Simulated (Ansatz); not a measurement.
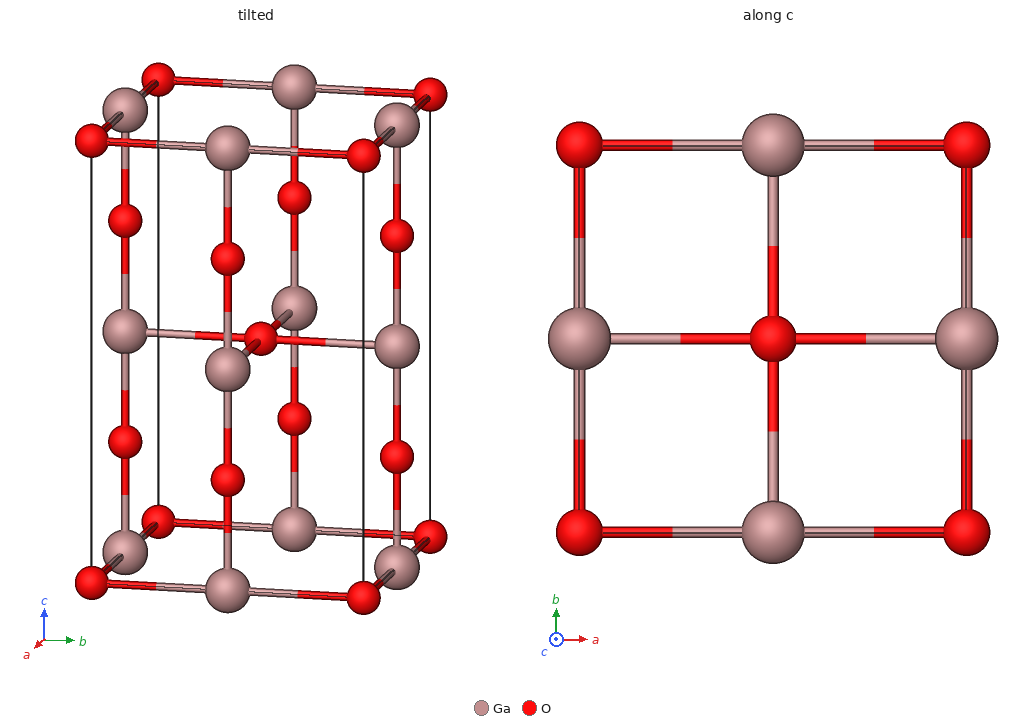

The image is a ball-and-stick drawing of a crystal, viewed slightly off an axis and along the c axis. The wireframe shows the conventional unit cell. Cell: a = 4.34 Å, b = 4.34 Å, c = 7.03 Å, α = 90.00°, β = 90.00°, γ = 90.00°.

Provenance: a random cell made by a generator, so it need not be a real form of the compound. Earlier steps of the study may have refined or changed the cell and positions. It went into a calculation with Ansatz.

Question: Describe the arrangement of the atoms.

Answer: Chemical formula Ga$_{2}$O$_{3}$. The lattice is body-centred tetragonal and the space group I4/mmm (No. 139). Counting shared atoms by their share gives 4 Ga, 6 O, or 10 atoms. Coordination numbers (contacts within bonding distance): Ga 4 and O 2 to 4 (mean 2.7).

Results below were computed with DFT PBE, scalar-relativistic, plane waves, PAW (Ansatz 0.2.0); the settings were wavefunction cutoff 420 eV, k-points about 0.17 Å⁻¹ apart, Gaussian smearing of 0.1 eV, no spin polarisation.

Question: What is the electronic character?

Answer: A metal: bands cross the Fermi level.

Question: What net charge does each kind of atom have (Bader)?

Answer: Ga +1.69 e; O -1.13 e.

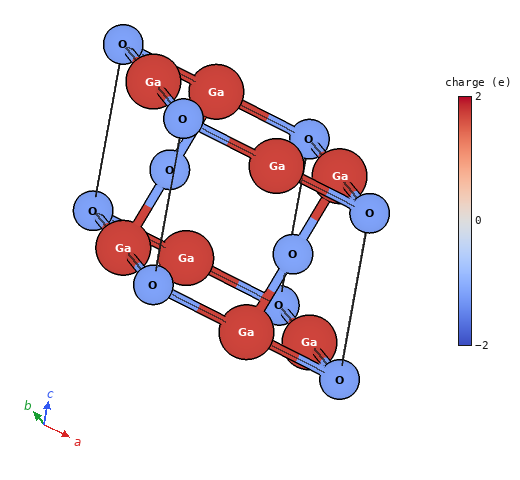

The atoms coloured by those charges. The run's cell of 5 atoms is drawn in a reduced setting, so axes and origin can differ from the first picture.

Question: Is the structure in equilibrium?

Answer: Yes. All forces vanish to within 0.01 eV/Å. The pressure is 0.0 GPa, close to zero.
